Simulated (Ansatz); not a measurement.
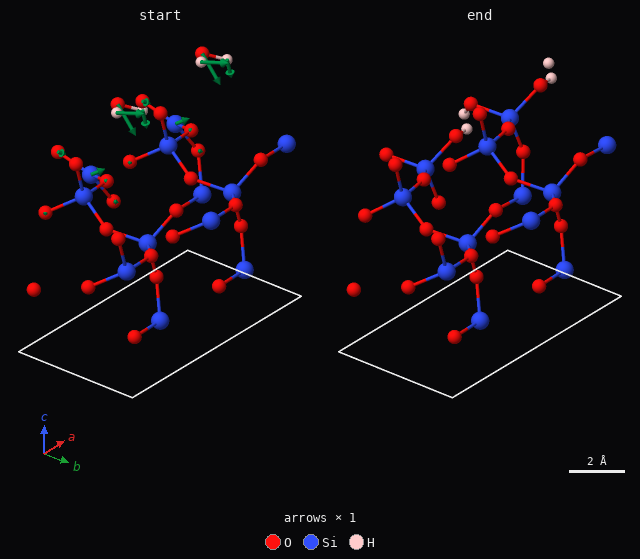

The structure of a slab of composition Si6H2O13 (cut from the P3_221 phase) before (left) and after (right) a constrained relaxation, at one scale. The green arrows give the displacements, at their true length.

A ball-and-stick model of the 2 × 1 repeat of the cell, outlined in the plane, without the vacuum (origin shifted), seen from a free direction.

Case: 1 H2O a cell, tilted, over a bridge O-Si site. The slab is the (1 0 0) face of SiO2 with H2O on it. 9 atoms are held fixed.

These are results of DFT PBE+D3(BJ), scalar-relativistic, plane waves, PAW (Ansatz), not measurements.

The input:
```yaml
crystal:
  lattice:
    - [4.9152816296, 0.0, 0.0]
    - [0.0, 5.4220874143, 0.0]
    - [0.0, 0.0, 26.663651909]
  atoms:
    - { symbol: O, position: [0.7268435887, 0.779771652, 0.3000339198] }
    - { symbol: O, position: [0.931090104, 0.220228348, 0.321772081] }
    - { symbol: Si, position: [0.2330595199, 0.3333333333, 0.3307075852] }
    - { symbol: Si, position: [0.7330595199, 0.0, 0.3415255388] }
    - { symbol: O, position: [0.431090104, 0.1131049854, 0.350461043] }
    - { symbol: O, position: [0.2268435887, 0.5535616813, 0.3721992042] }
    - { symbol: O, position: [0.8420663073, 0.8868950146, 0.3942016519] }
    - { symbol: Si, position: [0.0338809602, 0.6666666667, 0.415939813] }
    - { symbol: O, position: [0.8420663073, 0.4464383187, 0.4376779742] }
    - { symbol: O, position: [0.2297436826, 0.7728703875, 0.4599889808] }
    - { symbol: O, position: [0.433986764, 0.2133528135, 0.4801092356] }
    - { symbol: Si, position: [0.7357008884, 0.3264992191, 0.4898620705] }
    - { symbol: Si, position: [0.236408118, -0.0036165836, 0.5011995474] }
    - { symbol: O, position: [0.9351925406, 0.1092187522, 0.50917358] }
    - { symbol: O, position: [0.7115868539, 0.545843048, 0.5320109982] }
    - { symbol: O, position: [0.3462162775, 0.8785310264, 0.553618796] }
    - { symbol: Si, position: [0.4484226511, 0.6031593992, 0.5676479444] }
    - { symbol: O, position: [0.3070007285, 0.4178739687, 0.6016898632] }
    - { symbol: O, position: [0.7785692764, 0.5930668771, 0.6522005736] }
    - { symbol: H, position: [0.8777116898, 0.510516684, 0.6245674496] }
    - { symbol: H, position: [0.8376768646, 0.7674289548, 0.6503703667] }
basis:
  ecutwfc: 420
kpoints:
  mp_grid: { grid: [3, 3, 1] }
hamiltonian:
  xc: pbe
  dispersion: d3bj
scf:
  occupations: { method: gaussian, width: 0.05 }
output:
  forces: true
  eigenvalues: true
  write_density: true
  write_potential: true
  elf: true
  volumetric_format: npy
relax:
  adjacent_minimum: "off"
  f_tol: 0.04
  max_steps: 100
  constraints: [{ sites: [0, 1, 2, 3, 4, 5, 6, 7, 8] }]
efield:
  axis: 3
  dipole_correction: true
  ramp_width: 0.04
```

Run as
```bash
ansatz run input.yaml --threads 2 --pin off --max-ram 5120MiB --backend cpu --events-out ev --progress --plain --runs-dir out
```

Question: What changed between the two?

Answer: After 15 accepted moves (16 points after the start) the energy has fallen by 2.992 eV per cell of the calculation. The largest force component goes from 1.3 to 0.019 eV/Å. The line search rejected the trial step at point 15 of the run. O19 moves most: 1.35 Å at 42° to the normal (−c side). Largest moves by element: O 1.35 Å, H 1.34 Å, Si 0.58 Å. The cell doesn't change. Among the contacts that change: O18–H20 2.253 → 0.980 Å, Si17–O19 2.778 → 1.653 Å, O19–H20 0.990 → 2.027 Å, Si17–O18 1.522 → 1.633 Å. New bonds form: O18–H20 (2.25 → 0.98 Å), Si17–O19 (2.78 → 1.65 Å). Bonds break: O19–H20 (0.99 → 2.03 Å). Among the angles between lasting bonds that change: Si12–O15–Si17 126.4° → 150.8°, O16–Si17–O18 127.2° → 108.2°, O15–Si17–O18 125.6° → 112.5°.

Limits of the set-up: the periodic images lie only 4.9 Å apart, so the values are limited by the cell's size.
